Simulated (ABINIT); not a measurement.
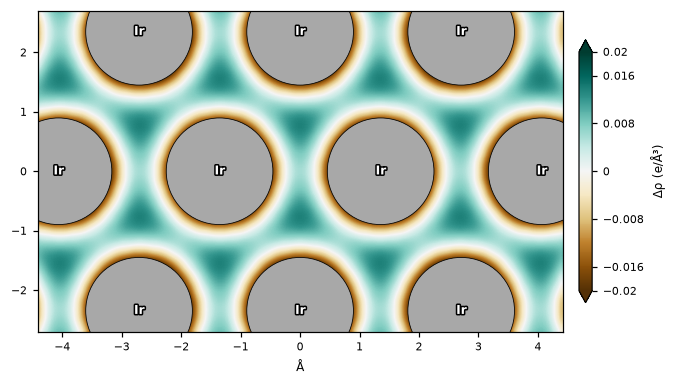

Ir. Difference of the valence pseudo-densities of two functionals at the same geometry, on the (111) plane of the calculation cell: AM05 less BLYP.

Both computed with ABINIT (plane waves, PAW), on the same k-point mesh. Grey discs cover the atomic cores.

```yaml
crystal:
  lattice:
    - [0.00000, 1.91560, 1.91560]
    - [1.91560, 0.00000, 1.91560]
    - [1.91560, 1.91560, 0.00000]
  atoms:
    - { symbol: Ir, position: [0.00000, 0.00000, 0.00000] }
```

Question: Where does the change of functional move the electrons?

Answer: Against BLYP, AM05 gives a change of +0.006 e/Å³ at the midpoint of Ir–Ir.
